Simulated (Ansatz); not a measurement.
# Calculations on SiO$_{2}$

Part 1: Relaxation

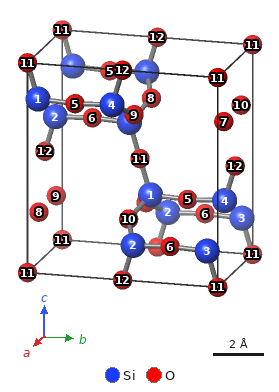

This is the input geometry for a relaxation of solid SiO2 (set up in Imma). The picture is a ball-and-stick view of the conventional cell (2 times the calculation's cell), seen slightly off an axis. Lengths and directions refer to the drawn axes.

Case: relaxed at 4 GPa.

Level of theory: DFT r2SCAN, scalar-relativistic, plane waves, PAW (Ansatz 0.2.0).

Input
```yaml
crystal:
  lattice:
    - [-2.5621096466, 4.0074484286, 4.4122340064]
    - [2.5621096466, -4.0074484286, 4.4122340064]
    - [2.5621096466, 4.0074484286, -4.4122340064]
  atoms:
    - { symbol: Si, position: [0.8866211417, 0.8312000805, 0.0554210612] }
    - { symbol: Si, position: [0.7242209807, 0.1687999195, 0.5554210612] }
    - { symbol: Si, position: [0.1133788583, 0.1687999195, 0.9445789388] }
    - { symbol: Si, position: [0.2757790193, 0.8312000805, 0.4445789388] }
    - { symbol: O, position: [0.0730515432, 0.8230515432, 0.25] }
    - { symbol: O, position: [0.9269484568, 0.1769484568, 0.75] }
    - { symbol: O, position: [0.7357508132, 0.5, 0.7357508132] }
    - { symbol: O, position: [0.2642491868, 0.0, 0.7642491868] }
    - { symbol: O, position: [0.2642491868, 0.5, 0.2642491868] }
    - { symbol: O, position: [0.7357508132, 0.0, 0.2357508132] }
    - { symbol: O, position: [0.0, 0.0, 0.0] }
    - { symbol: O, position: [0.5, 0.0, 0.5] }
basis:
  ecutwfc: 500
kpoints:
  mp_grid: { grid: [6, 6, 6] }
hamiltonian:
  xc: r2scan
scf:
  occupations: { method: gaussian, width: 0.02 }
output:
  forces: true
  stress: true
  eigenvalues: true
relax:
  adjacent_minimum: "off"
  f_tol: 0.008
  max_steps: 50
  cell: { stress_tol: 0.08, p_target: 4.0 }
```

Command:
```bash
ansatz run input.yaml --threads 2 --pin off --max-ram 5120MiB --backend cpu --events-out ev --progress --plain --runs-dir out
```

Q: Predict the outcome.

A: The energy falls by 0.470 eV per cell of the calculation in 7 accepted moves (8 points after the start). With the target pressure of 4 GPa, the enthalpy E + pV changes by −0.695 eV per cell of the calculation. Largest force component: 1.2 eV/Å at the start, 0.00054 eV/Å at the end. The pressure goes from 16.04 to 4.01 GPa. At 1 point the geometry stayed and the basis and grid were re-selected for the new cell (energy shift of 5.0 meV per cell of the calculation at most each time). The largest moves relative to the cell, 0.29 Å, are those of O5 and O6. O6 goes along +c. Largest moves by element: O 0.29 Å, Si 0.16 Å. The drawn cell changes as follows: a 5.124 → 5.286 Å (+3.2 %), b 8.015 → 7.335 Å (−8.5 %), c 8.824 → 8.882 Å (+0.6 %); the volume changes by −5.0 %. Among the contacts that change: Si1–O5 1.561 → 1.601 Å, Si1–O10 1.570 → 1.609 Å, Si1–O11 1.554 → 1.592 Å. Among the angles between lasting bonds that change: Si1–O5–Si4 174.7° → 158.8°, Si1–O7–Si2 138.3° → 132.5°. The space group stays Imma (No. 74).

The end point in the same view:

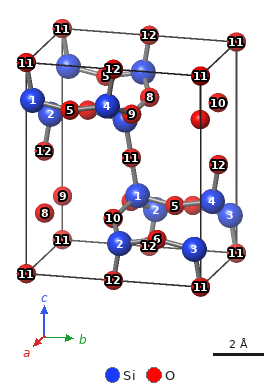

Part 2: Relaxation

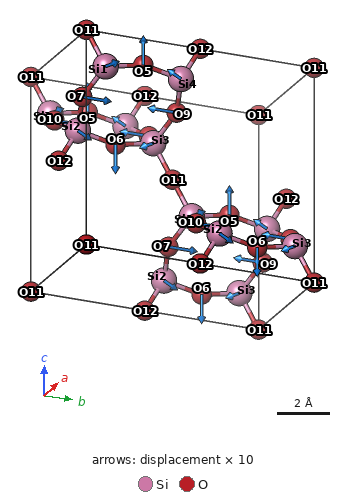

A relaxation of a crystal of SiO₂ (set up in Imma). The starting structure is drawn; blue arrows show the displacements (the part carried along by the change of the cell is left out), 10 times their true length.

The picture is a ball-and-stick view of the conventional cell (2 times the calculation's cell), seen from a free direction. Lengths and directions refer to the drawn axes.

Case: relaxed at -1 GPa.

Theory: DFT r2SCAN, scalar-relativistic, plane waves, PAW in Ansatz.

Input
```yaml
crystal:
  lattice:
    - [-2.6321109053, 4.7911336037, 4.4568066055]
    - [2.6321109053, -4.7911336037, 4.4568066055]
    - [2.6321109053, 4.7911336037, -4.4568066055]
  atoms:
    - { symbol: Si, position: [0.9294151597, 0.8448275439, 0.0845876158] }
    - { symbol: Si, position: [0.739760072, 0.1551724561, 0.5845876158] }
    - { symbol: Si, position: [0.0705848403, 0.1551724561, 0.9154123842] }
    - { symbol: Si, position: [0.260239928, 0.8448275439, 0.4154123842] }
    - { symbol: O, position: [0.130700523, 0.880700523, 0.25] }
    - { symbol: O, position: [0.869299477, 0.119299477, 0.75] }
    - { symbol: O, position: [0.7928299684, 0.5, 0.7928299684] }
    - { symbol: O, position: [0.2071700316, 0.0, 0.7071700316] }
    - { symbol: O, position: [0.2071700316, 0.5, 0.2071700316] }
    - { symbol: O, position: [0.7928299684, 0.0, 0.2928299684] }
    - { symbol: O, position: [0.0, 0.0, 0.0] }
    - { symbol: O, position: [0.5, 0.0, 0.5] }
basis:
  ecutwfc: 500
kpoints:
  mp_grid: { grid: [6, 6, 6] }
hamiltonian:
  xc: r2scan
scf:
  occupations: { method: gaussian, width: 0.02 }
output:
  forces: true
  stress: true
  eigenvalues: true
relax:
  adjacent_minimum: "off"
  f_tol: 0.008
  max_steps: 50
  cell: { stress_tol: 0.08, p_target: -1.0 }
```

Run as
```bash
ansatz run input.yaml --threads 2 --pin off --max-ram 5120MiB --backend cpu --events-out ev --progress --plain --runs-dir out
```

> What did the optimiser do to the structure, and how much energy did it gain?

After 6 accepted moves (7 points after the start) the energy has risen by 0.3 meV per atom. With the target pressure of -1 GPa, the enthalpy E + pV changes by −0.9 meV per atom. The largest force component goes from 0.082 to 0.00033 eV/Å. Pressure: −1.35 GPa at the start and −1.00 GPa at the end. At 1 point the geometry stayed and the basis and grid were re-selected for the new cell (energy shift of less than 0.05 meV per atom at most each time). The largest moves relative to the cell, 0.13 Å, are those of O5, O6, O7, O8, O9 and O10. O9 goes along −b. By element the largest moves are O 0.13 Å, Si 0.07 Å. The drawn cell changes as follows: a 5.264 → 5.261 Å (−0.1 %), b 9.582 → 9.826 Å (+2.5 %), c 8.914 → 8.786 Å (−1.4 %); the volume changes by +1.0 %. Bond angles that change, for instance: Si1–O5–Si4 157.2° → 150.8°, Si1–O7–Si2 151.3° → 155.3°. The space group stays Imma (No. 74). The run took 4.2 min on 2 threads of Arm Neoverse V1 (shared host), peak memory 1.4 GiB.

Part 3: A change

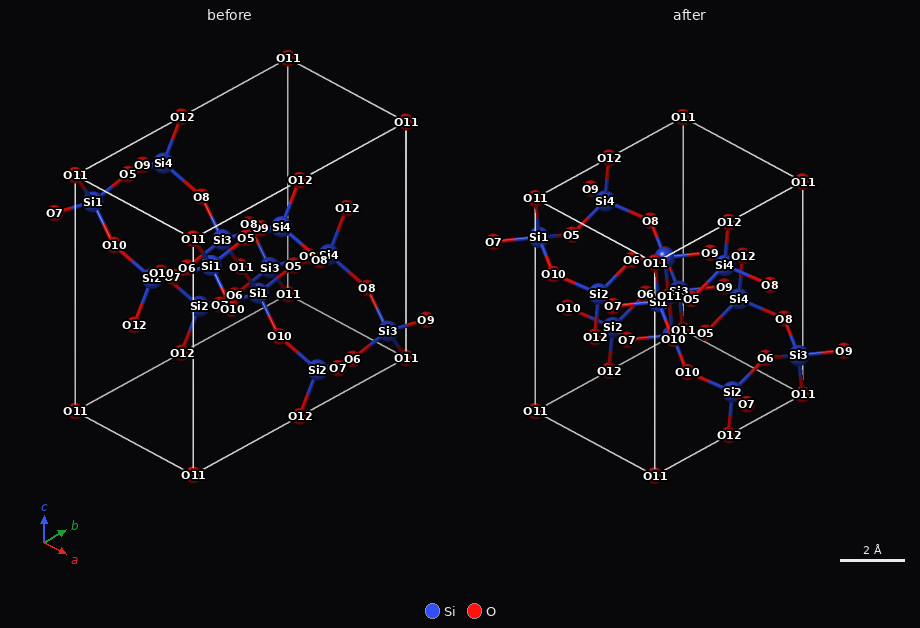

Left: solid SiO₂ (set up in Imma). Right: the same structure after one change, at the same scale. A ball-and-stick model of the conventional cell (2 times the calculation's cell), seen from a free direction. Lengths and directions refer to the drawn axes.

Method: DFT r2SCAN, scalar-relativistic, plane waves, PAW (Ansatz). Set-up: plane-wave cutoff 500 eV; k-point mesh 6 × 6 × 6; occupations gaussian; smearing width 0.02 eV; no spin polarisation.

The crystal is put under a hydrostatic pressure of 25 GPa. Cell and atoms are relaxed at that pressure.

**And its effect?**

It costs 239 meV per atom. Pressure: 0.0 GPa before, 25.0 GPa after. The drawn cell changes as follows: a 5.247 → 5.314 Å (+1.3 %), b 9.551 → 6.639 Å (−30.5 %), c 8.885 → 8.009 Å (−9.9 %); the volume changes by −36.5 %. The largest moves relative to the cell, 1.18 Å, are those of O5 and O6. O5 goes along −c. By element the largest moves are O 1.18 Å, Si 0.49 Å. Among the bonded contacts that change: O–Si 1.598 → 1.555 Å, O–Si 1.610 → 1.569 to 1.597 Å. The space group stays Imma (No. 74).
